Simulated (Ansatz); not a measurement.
## BN, zinc blende: band edges under a change of volume

How fast do the gaps move when the cell is scaled evenly? The geometries come from the semilocal relaxation.

Calculated with Ansatz 0.2.0, HSE06, PAW files of the set soft_1, cutoff 600 eV, Fermi–Dirac smearing 0.02 eV, k-mesh 9×9×9, no spin polarisation, no spin-orbit coupling.

Reference cell, relaxed at zero pressure with PBEsol (F-43m): a = 2.5492 Å, b = 2.5492 Å, c = 2.5492 Å, α = 60.00°, β = 60.00°, γ = 60.00°.

```csv
atom,x,y,z
N,0.7500,0.7500,0.7500
B,0.0000,0.0000,0.0000
```

Levels are read on the k-mesh and along lines from Γ to X = (0.5, 0, 0.5), L = (0.5, 0.5, 0.5), K = (0.375, 0.375, 0.75) and W = (0.5, 0.25, 0.75) in the reciprocal basis of this cell (the letters only name these points), and count from the highest filled level.

| ln(V/V0) | gap (eV) | direct gap at Γ (eV) | lowest empty at X (eV) |
| --- | --- | --- | --- |
| −0.0619 | 5.875 | 10.928 | 5.875 |
| −0.0408 | 5.848 | 10.818 | 5.848 |
| 0.0000 | 5.794 | 10.606 | 5.794 |
| 0.0198 | 5.767 | 10.502 | 5.767 |
| 0.0392 | 5.740 | 10.401 | 5.740 |
| 0.0583 | 5.713 | 10.302 | 5.713 |

**Question.** Fit the direct gap at Γ and give it at ln(V/V0) = −0.0202, a row left out above.

A straight line through the 6 rows: the means are 0.002433 for ln(V/V0) and 10.593 for the level, Σ(Δx)² = 0.01079 and ΣΔxΔy = −0.05621, so the slope is −0.05621/0.01079 = −5.2101 and the intercept 10.593 − (−5.2101)(0.002433) = 10.606.

The slope is the volume deformation potential of this gap, −5.21 eV, as a mean over the range. The line gives 10.711 eV. The run itself gives 10.711 eV, so the estimate misses by 0.000 eV, a rounding's worth.

The gap lies below the direct one at Γ in every row.

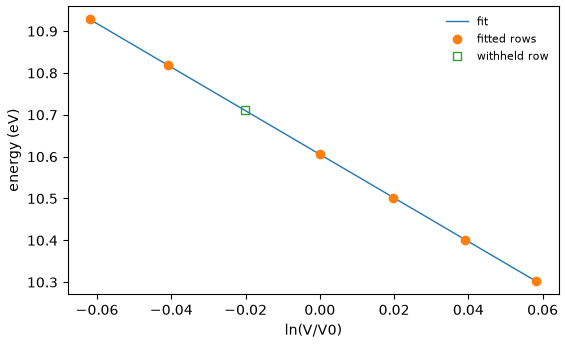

The fitted law, the rows behind it and the withheld row.

[Logs are printed without paths, hosts, clocks, repeated set-up lines and the standing remarks that a program may print on its own settings, such as how far it seeks lower states.]
